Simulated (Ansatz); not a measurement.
## Geometry relaxation of Ge$_{4}$Si

Ge$_{4}$Si (slab, 5 atoms in the cell), computed with DFT LDA, scalar-relativistic, plane waves, PAW, PAW set soft_1, no spin polarisation (Ansatz 0.2.0).

The structure derives from an entry of the Crystallography Open Database. The input holds or restrains some coordinates. Forces given for the steps count only the free coordinates.

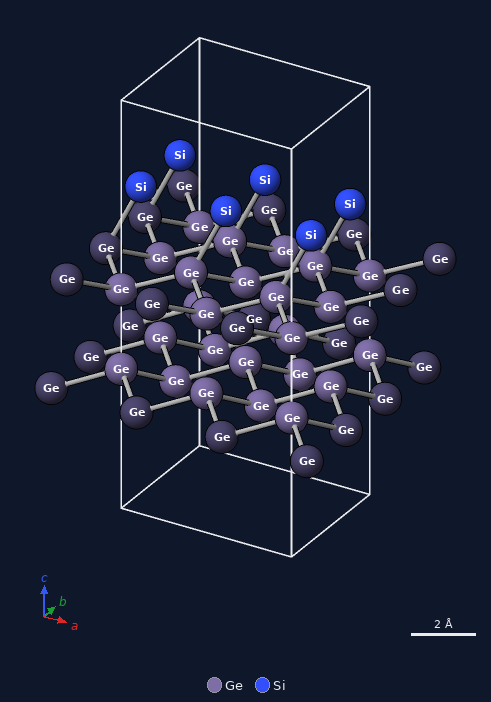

**Figure 1.** The structure as given in the input (ball-and-stick view of the 2 × 2 repeat of the cell, with the vacuum cut short, seen slightly off an axis; neighbours outside the cell are drawn fainter). An atom can appear more than once, as a periodic image.

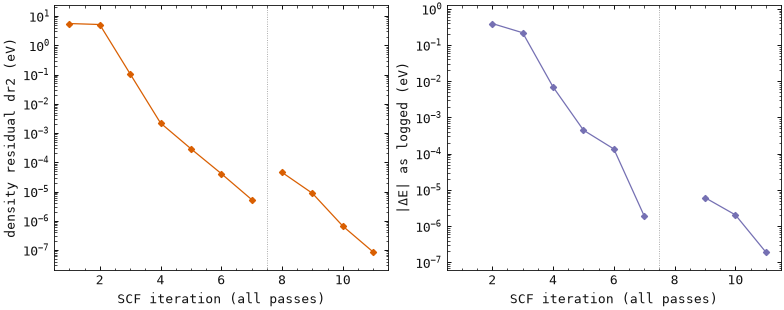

**Figure 2.** Convergence of the self-consistent field: density residual dr2 and size of the energy change against the SCF iteration. The dotted lines part the SCF passes of the relaxation: geometry steps, rejected trials and re-solves on a re-selected basis. The passes take 7 and 4 iterations.

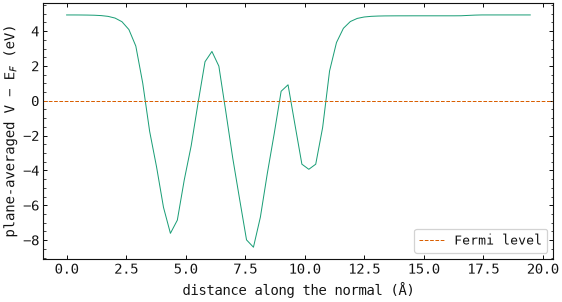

**Figure 3.** Plane average of the electrostatic potential energy of an electron across the cell, from the Fermi level. The vacuum level lies 4.88 eV above the Fermi level on the upper side and 4.93 eV on the lower.

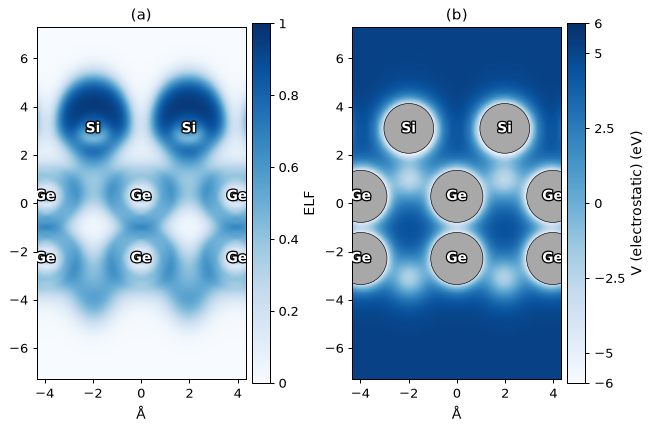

**Figure 4.** (a) ELF; (b) electrostatic potential (local pseudopotential plus Hartree) felt by an electron on the (100) plane of the calculation cell, a cut from vacuum to vacuum. Grey discs, where drawn, cover atomic cores. Atoms in the plane: Ge and Si. The strong features right at Ge lie inside the PAW spheres (semicore, d or f shells) and say nothing about bonding. In a PAW calculation such maps are meaningful between the atoms, not at the nuclei.

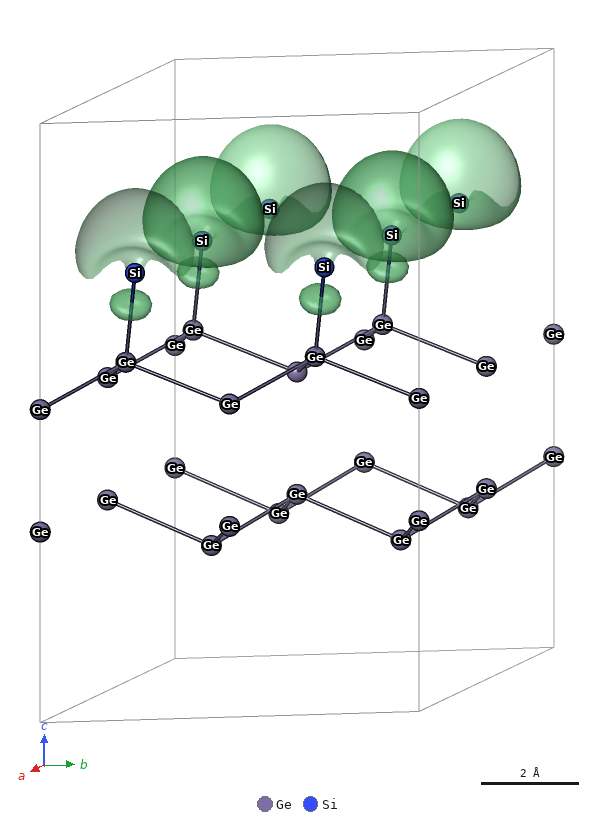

**Figure 5.** Isosurface of the electron localisation function at 0.8 (green), seen slightly off an axis. Only the valence region is drawn (cores and ρ < 0.01 e/Å³ removed). Sticks mark near contacts. Values along the shortest contacts: Si–Ge (2.38 Å): the ELF is about 0.80 at the midpoint. Ge–Ge (2.41 Å): the ELF peaks at about 0.70 between the atoms, which marks localised, shared-pair bonding.

These pictures come from the run below.

The input
```yaml
crystal:
  lattice:
    - [3.9749475856, 0.0, 0.0]
    - [-1.9874737928, 3.4424055879, 0.0]
    - [0.0, 0.0, 19.6181517136]
  atoms:
    - { symbol: Ge, position: [0.3333333333, 0.6666666667, 0.2038928059] }
    - { symbol: Ge, position: [0.0, 0.0, 0.2452515838] }
    - { symbol: Ge, position: [0.0, 0.0, 0.376488145] }
    - { symbol: Ge, position: [0.6666666667, 0.3333333333, 0.413808183] }
    - { symbol: Si, position: [1.0, 0.5, 0.5202371034] }
basis:
  ecutwfc: 420
kpoints:
  mp_grid: { grid: [9, 9, 1] }
hamiltonian:
  xc: lda
  pseudopotentials: { kind: paw, azcp: { folder: soft_1 } }
scf:
  occupations: { method: gaussian, width: 0.1 }
output:
  forces: true
  eigenvalues: true
  write_density: true
  write_potential: true
  elf: true
  volumetric_format: npy
relax:
  adjacent_minimum: "off"
  f_tol: 0.025
  max_steps: 16
  constraints: [{ sites: [0, 1, 2, 3] }, { sites: [4], fix: xy }]
efield:
  axis: 3
  dipole_correction: true
  ramp_width: 0.04
```

Launch command:
```bash
ansatz run input.yaml --threads 2 --pin off --max-ram 6144MiB --backend cpu --events-out ev --progress --plain --runs-dir out
```

Log
```
Warning: [file] the record states the generating functional pbe (its physics header spells it `PBE`), which answers neither for hamiltonian.xc's functional nor for the lda family's — results may be inconsistent (PPs are generated against a specific XC)
Warning: [file] the record states the generating functional pbe (its physics header spells it `PBE`), which answers neither for hamiltonian.xc's functional nor for the lda family's — results may be inconsistent (PPs are generated against a specific XC)
Engine: ansatz 0.2.0, aarch64-unknown-linux-gnu
Pseudopotentials: kind: paw
Pseudopotential: Ge, paw, valence charge 14, recommended cutoff 420 eV (normal), [file]
Pseudopotential: Si, paw, valence charge 4, recommended cutoff 420 eV (normal), [file]
Functional definition: SPW92
  exchange = slater_x
  correlation = pw_c
Crystal: 5 atoms, lattice volume = 268.443 Å³
Basis set: ecut = 420 eV, 5309 PW (Γ)
Bands: 36, of which v1, the nominal top of the filled ones, is band 30 counted from 1 (29 counted from 0)
Symmetry: 2 space group operations
Space group: Cm (ITA 8), of the structure as read, at distance tolerance 6.5e-5 Å
k-points: 25 of 81 (time reversal used)
Non-local potential: Ge, projectors of the file, l = 0: 2, l = 1: 2, l = 2: 3, l = 3: 1
Non-local potential: Si, projectors of the file, l = 0: 2, l = 1: 2, l = 2: 1
PAW form: soft (Blöchl's): semilocal exchange-correlation on the pseudo side does not see the compensation charge
PAW frozen core: Ge, regenerated for the run's functional, and the local potential with it (the file was generated under x = pbe(κ = 0.804, μ = 0.2195149727645171), c = pbe(β = 0.06672455060314922))
PAW frozen core: Si, regenerated for the run's functional, and the local potential with it (the file was generated under x = pbe(κ = 0.804, μ = 0.2195149727645171), c = pbe(β = 0.06672455060314922))
PAW one-centre angular grid: Ge, 590 points (default); XC on 64 Gauss nodes
PAW one-centre angular grid: Si, 110 points (default); XC on 64 Gauss nodes
Initial density: superposition of atomic densities (neutral atoms: chi_scale 0, normalization atom)
Initial wavefunctions: pseudopotential atomic-orbital guess
Functional: x = slater, c = lda
SCF iter   1: F=—  HF=-17468.475966 eV  |F-HF|=—  |Δ(HF+E_count)|=         —  Δρ=2.18e-2  dr2=5.57e0  ethr=3.10e-3  p=-0.000 e·Å  D=-9.24e-7 V/Å  ΔV_dip=0.00 eV  dr2_dipole=2.00e0  V_vac-E_F(+/−)=5.95/5.95 eV  ⟨swp⟩=7.6  Hψ=3976  notcnv=0
efield: sawtooth ramp at fractional position 0.8421 (placed from the atoms, in the widest stretch of the axis that holds none; the zero of the levels goes with the place), width 0.0400; the density the first Hamiltonian is built on has a dipole p = -0.000 e·Å; the dipole correction subtracts the counter field D = -9.24e-7 V/Å, which shifts the + side's vacuum level by +0.00 eV against the − side's; the planar-averaged density in the ramp window peaks in size at 1.1e-6 e/Å³
preconditioner: auto → LDOS  [insulator: Δε(μ)=0.096 eV  Ē_g=7.670 eV  σ=0.100 eV  W_gap=0.50  n_scr=54 (ndim 8)  ℏωp=10.1 eV  f_vac=0.506  D(μ)=1.43/eV (n_scr^D=6)  ε∞_Penn≈2.7  β→1.0]
SCF iter   2: F=—  HF=-17468.083211 eV  |F-HF|=—  |Δ(HF+E_count)|=   3.93e-1  Δρ=1.15e-2  dr2=5.16e0  ethr=3.10e-3  p=0.063 e·Å  D=4.22e-2 V/Å  ΔV_dip=-0.83 eV  dr2_dipole=3.10e0  V_vac-E_F(+/−)=4.30/5.13 eV  ⟨swp⟩=3.0  Hψ=1569  notcnv=0  defer=32
SCF iter   3: F=—  HF=-17467.863835 eV  |F-HF|=—  |Δ(HF+E_count)|=   2.19e-1  Δρ=2.25e-3  dr2=1.06e-1  ethr=3.10e-3  p=0.003 e·Å  D=1.88e-3 V/Å  ΔV_dip=-0.04 eV  dr2_dipole=4.65e-2  V_vac-E_F(+/−)=5.08/5.12 eV  ⟨swp⟩=2.7  Hψ=1192  notcnv=0  defer=31
SCF iter   4: F=—  HF=-17467.856862 eV  |F-HF|=—  |Δ(HF+E_count)|=   6.97e-3  Δρ=5.50e-4  dr2=2.21e-3  ethr=1.76e-4  p=0.006 e·Å  D=3.96e-3 V/Å  ΔV_dip=-0.08 eV  dr2_dipole=1.75e-4  V_vac-E_F(+/−)=4.92/5.00 eV  ⟨swp⟩=1.6  Hψ=936  notcnv=0  defer=30
SCF iter   5: F=—  HF=-17467.856415 eV  |F-HF|=—  |Δ(HF+E_count)|=   4.47e-4  Δρ=2.50e-4  dr2=2.91e-4  ethr=3.69e-6  p=0.005 e·Å  D=3.61e-3 V/Å  ΔV_dip=-0.07 eV  dr2_dipole=8.30e-6  V_vac-E_F(+/−)=4.89/4.96 eV  ⟨swp⟩=2.0  Hψ=1645  notcnv=0  defer=30
SCF iter   6: F=—  HF=-17467.856280 eV  |F-HF|=—  |Δ(HF+E_count)|=   1.35e-4  Δρ=7.91e-5  dr2=4.10e-5  ethr=4.85e-7  p=0.005 e·Å  D=3.15e-3 V/Å  ΔV_dip=-0.06 eV  dr2_dipole=2.24e-5  V_vac-E_F(+/−)=4.88/4.94 eV  ⟨swp⟩=2.0  Hψ=1620  notcnv=0  defer=30
SCF iter   7: F=-17467.856273 eV  HF=-17467.856278 eV  |F-HF|=5.49e-6  |Δ(HF+E_count)|=   1.90e-6  Δρ=2.35e-5  dr2=5.29e-6  ethr=2.60e-8  p=0.004 e·Å  D=2.81e-3 V/Å  ΔV_dip=-0.06 eV  dr2_dipole=2.67e-6  V_vac-E_F(+/−)=4.88/4.94 eV  ⟨swp⟩=19.9  Hψ=9835  notcnv=0
SCF 1 converged in 7 iterations: F = -17467.856273 eV  dr2 = 5.29e-6
  greatest PAW one-centre occupation: 0.998 electrons in one spin orbital (limit 2), on the Ge atom at site 2 (counted from 0), in its partial waves of l = 2
relax step   1: F+E_penalty+E_count = -17467.85627258 eV  Δ(F+E_penalty+E_count) = +0.000e0 eV  max|allowed force component| = 3.595e-2 eV/Å  Δτ_max = 0.0000 Å  (7 SCF iters, dr2 threshold 1.56e-5 eV, accepted)
Initial density: handed on by an earlier stage of this run
Initial wavefunctions: those handed on with the density
iter 1 solved again at ethr=6.98e-8 eV; its pass at ethr=3.10e-3 eV (dr2=4.19e-5 eV) is discarded
SCF iter   1: F=—  HF=-17467.856391 eV  |F-HF|=—  |Δ(HF+E_count)|=         —  Δρ=8.28e-5  dr2=4.51e-5  ethr=6.98e-8  p=0.004 e·Å  D=2.81e-3 V/Å  ΔV_dip=-0.06 eV  dr2_dipole=1.28e-5  V_vac-E_F(+/−)=4.88/4.94 eV  ⟨swp⟩=2.0  Hψ=2601  notcnv=0  defer=2
efield: sawtooth ramp at fractional position 0.8421 (handed on by an earlier solve), width 0.0400; the density the first Hamiltonian is built on has a dipole p = 0.004 e·Å; the dipole correction subtracts the counter field D = 2.81e-3 V/Å, which shifts the + side's vacuum level by -0.06 eV against the − side's; the planar-averaged density in the ramp window peaks in size at 1.4e-6 e/Å³
preconditioner: auto → LDOS  [metal: Δε(μ)=0.021 eV  Ē_g=20.407 eV  σ=0.100 eV  W_gap=0.12  n_scr=54 (ndim 8)  ℏωp=17.6 eV  f_vac=0.515  D(μ)=3.02/eV (n_scr^D=8)  β→1.0]
SCF iter   2: F=—  HF=-17467.856385 eV  |F-HF|=—  |Δ(HF+E_count)|=   6.11e-6  Δρ=3.96e-5  dr2=8.66e-6  ethr=6.98e-8  p=0.004 e·Å  D=2.60e-3 V/Å  ΔV_dip=-0.05 eV  dr2_dipole=7.45e-7  V_vac-E_F(+/−)=4.88/4.93 eV  ⟨swp⟩=2.0  Hψ=1489  notcnv=0  defer=2
SCF iter   3: F=—  HF=-17467.856383 eV  |F-HF|=—  |Δ(HF+E_count)|=   2.04e-6  Δρ=1.15e-5  dr2=6.55e-7  ethr=1.44e-8  p=0.004 e·Å  D=2.57e-3 V/Å  ΔV_dip=-0.05 eV  dr2_dipole=4.38e-9  V_vac-E_F(+/−)=4.88/4.93 eV  ⟨swp⟩=2.0  Hψ=1618  notcnv=0  defer=2
SCF iter   4: F=-17467.856383 eV  HF=-17467.856383 eV  |F-HF|=3.35e-8  |Δ(HF+E_count)|=   1.92e-7  Δρ=3.96e-6  dr2=8.49e-8  ethr=1.67e-10  p=0.004 e·Å  D=2.55e-3 V/Å  ΔV_dip=-0.05 eV  dr2_dipole=3.12e-11  V_vac-E_F(+/−)=4.88/4.93 eV  ⟨swp⟩=15.1  Hψ=7409  notcnv=0
SCF 2 converged in 4 iterations: F = -17467.856383 eV  dr2 = 8.49e-8
relax step   2: F+E_penalty+E_count = -17467.85638306 eV  Δ(F+E_penalty+E_count) = -1.105e-4 eV  max|allowed force component| = 9.818e-3 eV/Å  Δτ_max = 0.0046 Å  (4 SCF iters, accepted)
WARN: The output density's exchange-correlation potential varies sharply where the density is thin. Do not read a vacuum level from v_tot or v_xc, or from such a field of the output density. On a cell that repeats whose density bears no net charge and no dipole along the vacuum's axis use v_es (v_loc + v_h of the components); under efield.dipole_correction with no amplitude use v_es + v_field, which holds any external_charges[].barrier, or the levels of the report's work_function block, which leave it out; under a non-zero efield.amplitude the vacuum is tilted and has no level; on a cell that repeats and bears such a dipole with no correction it is tilted too, and efield.dipole_correction with no amplitude gives each side of its ramp a level where efield: is served; in a cell that repeats whose density bears a net charge (total_charge, or a fill off its count) it is curved and has none; of a slab under crystal.periodic whose density bears no net charge use v_es, which has a level on each side, short of where the two are joined; of another it falls or rises all the way out and has none; of a slab beside external_charges read slab_vacuum_level instead, which it has where they leave it neutral. The grid or the basis barely resolves most such structure, and the values can differ between equally converged runs; as a rule a tighter scf.convergence.dr2_threshold does not remove it. Where the density itself ripples (under the LDA too) a higher basis.ecutwfc lessens it. The files hold the spikes' plane waves up to the density's cutoff. Files: v_tot_of_output_density and the like, and their columns of v_z.tsv (output.write_potential); v_xc_of_output_density and the like, and their columns of v_comp_z.tsv (output.write_potential_components). Measured: with its Gaussian average of σ = 0.25 Å subtracted twice, the exchange-correlation potential is over 0.1 eV at 66 of the grid points where the equally averaged density (valence and model cores) is under 1e-3 e/Å³, and 0.197 eV at the most among them, at an averaged density of 1.6e-5 e/Å³. The input density's (outcome.potential() and, of a run that writes arrays, v_tot and v_xc) is over 0.1 eV, so measured, at 69 points of its own thin density, 0.198 eV at the most. See output.write_potential in the manual, Limitations
SCF converged after 4 iterations
Free energy (F): -17467.856383 eV
Harris-Foulkes:  -17467.856383 eV  (|F-HF|=3.35e-8)
Internal energy: -17467.841280 eV  (E = F + TS)
E sigma→0 (E₀):  -17467.848832 eV
Entropy (-TS):   -0.015103 eV (-3.021 meV/atom)
Fermi energy:    0.267347 eV
Dipole field:    D = 0.002555 V/Å  (p = 0.003790 e·Å, saw-weighted, corrected)
Work function:   Φ+ = 4.8806 eV   Φ− = 4.9308 eV
Levels:          The Fermi level and band energies are counted from a zero that moves with the ramp; work functions are not
--- Per-component energies (eV) ---
  E_band       = -1062.479785
  E_kinetic    = 407.020107
  E_local      = -42034.100879  (includes V_loc(G=0)·N_el)
  E_nonlocal   = 903.738245
  E_hartree    = 20570.071220
  E_xc         = -338.585553
  E_vxc        = -306.172516  (∫ρ·V_xc dr)
  E_paw        = -8216.866700  (= ΣΔE_a)
  E_vpaw       = -1173.192455  (= ΣTr[D̂ρ^β])
  E_aug_tail   = 0.000106  (compensation charges beyond the density's cutoff)
  E_efield     = 0.000005  (sawtooth field / dipole correction)
  E_vefield    = 0.114866  (∫n·V_field dr)
  E_ewald      = 11233.164531
  E_core_change = 7.717637  (= ΣΔE_core)
  E_smearing   = -0.015103  (= −TS)
  E_closure    = 0.000000  (closes the sum)
  Σ components = -17467.856383   (vs F -17467.856383, Δ=0.00e0)
--- Forces (eV/Å), atoms counted from 1 ---
  atom   1  Ge    -0.05189487    -0.02996152     0.35987034
  atom   2  Ge     0.09366703     0.05407869    -0.24208615
  atom   3  Ge     0.02611190     0.01507571    -0.82268863
  atom   4  Ge     0.02897852     0.01673075     0.71442299
  atom   5  Si    -0.09684957    -0.05591612    -0.00981805
  max |Σ_I F_I| component: 3.00e-4 eV/Å
--- Band table (eV; the first three rows and the last of 25) ---
  k-point 0: bands = ["-24.6386", "-24.6377", "-24.5954", "-24.5764", "-24.5722", "-24.3382", "-24.3153", "-24.3058", "-24.2784", "-24.2771", "-24.1424", "-24.1379", "-24.0766", "-24.0710", "-24.0663", "-23.9588", "-23.8673", "-23.8624", "-23.8327", "-23.8288", "-12.1023", "-10.8781", "-7.4876", "-4.6479", "-2.1470", "-0.7821", "-0.7392", "0.2304", "0.2742", "0.4651", "1.1360", "1.4266", "2.2577", "2.8703", "3.2494", "3.5990"]
  k-point 1: bands = ["-24.6426", "-24.6409", "-24.5976", "-24.5710", "-24.5664", "-24.3418", "-24.3183", "-24.3077", "-24.2773", "-24.2701", "-24.1442", "-24.1402", "-24.0782", "-24.0694", "-24.0569", "-23.9558", "-23.8769", "-23.8719", "-23.8279", "-23.8213", "-11.9641", "-10.7406", "-7.4133", "-4.6674", "-2.6002", "-1.7721", "-1.0893", "-0.7337", "-0.0111", "0.8683", "1.3335", "2.1319", "2.4821", "2.5880", "3.6153", "3.7937"]
  k-point 2: bands = ["-24.6495", "-24.6453", "-24.6016", "-24.5620", "-24.5578", "-24.3464", "-24.3233", "-24.3091", "-24.2731", "-24.2618", "-24.1464", "-24.1429", "-24.0849", "-24.0576", "-24.0465", "-23.9452", "-23.8935", "-23.8874", "-23.8252", "-23.8087", "-11.5558", "-10.3362", "-7.2688", "-4.9798", "-3.9938", "-2.7008", "-1.6903", "-1.0402", "-0.5447", "0.2061", "1.1523", "1.5610", "2.5050", "2.8309", "4.1094", "4.6353"]
  k-point 24: bands = ["-24.6669", "-24.6368", "-24.6136", "-24.5569", "-24.5442", "-24.3482", "-24.3203", "-24.3108", "-24.2779", "-24.2465", "-24.1565", "-24.1232", "-24.1063", "-24.0472", "-24.0315", "-23.9178", "-23.9083", "-23.8978", "-23.8553", "-23.7858", "-10.0223", "-8.8906", "-7.7313", "-7.0833", "-5.9108", "-3.0083", "-2.3973", "-2.2319", "-1.7979", "-0.1332", "0.5816", "1.3942", "2.4163", "2.6137", "3.3084", "4.2763"]
--- Relaxed structure (2 steps of the walk, 2 accepted, 0 SCFs on fresh bases) ---
  F+E_penalty+E_count = -17467.85638306 eV   max|allowed force component| = 9.818e-3 eV/Å
  atoms:
    - { symbol: Ge, position: [0.3333333333, 0.66666666665, 0.2038928059] }
    - { symbol: Ge, position: [0.0, 0.0, 0.2452515838] }
    - { symbol: Ge, position: [0.0, 0.0, 0.376488145] }
    - { symbol: Ge, position: [0.6666666667, 0.3333333333499999, 0.413808183] }
    - { symbol: Si, position: [1.0, 0.5, 0.5200023777154891] }
```

Trajectory as extended XYZ (Å, eV, eV/Å), 2 frames, from step=1 to step=2
```
5
Lattice="3.9749 0.0000 0.0000 -1.9875 3.4424 0.0000 0.0000 0.0000 19.6182" Properties=species:S:1:pos:R:3:forces:R:3 step=1 energy=-17467.85627
Ge    0.0000    2.2949    4.0000   -0.0512  -0.0295   0.3605
Ge    0.0000    0.0000    4.8114    0.0930   0.0537  -0.2414
Ge    0.0000    0.0000    7.3860    0.0240   0.0139  -0.8171
Ge    1.9875    1.1475    8.1182    0.0422   0.0243   0.7341
Si    2.9812    1.7212   10.2061   -0.1080  -0.0623  -0.0360
5
Lattice="3.9749 0.0000 0.0000 -1.9875 3.4424 0.0000 0.0000 0.0000 19.6182" Properties=species:S:1:pos:R:3:forces:R:3 step=2 energy=-17467.85638
Ge    0.0000    2.2949    4.0000   -0.0519  -0.0300   0.3599
Ge    0.0000    0.0000    4.8114    0.0937   0.0541  -0.2421
Ge    0.0000    0.0000    7.3860    0.0261   0.0151  -0.8227
Ge    1.9875    1.1475    8.1182    0.0290   0.0167   0.7144
Si    2.9812    1.7212   10.2015   -0.0969  -0.0559  -0.0098
```

Key numbers

```tsv
quantity	value
outcome	converged under the restraints of the input
electrons treated	60
free energy	−17467.8564 eV
work function, top face	4.88 eV
work function, bottom face	4.93 eV
Fermi energy	0.267 eV
gap on the k-point mesh	none (metallic)
final volume	268.44 Å³
work function (upper face)	4.88 eV
largest force (length of the vector) at the end, held atoms and coordinates included	0.823 eV/Å
hardware	2 threads of Arm Neoverse V1, 24 GiB of memory available, shared host
wall time	26 s (CPU time 51 s)
peak memory	0.53 GiB
```

Remarks

The program warns: the PAW datasets were made with another functional; the exchange-correlation potential is rough where the density is thin.
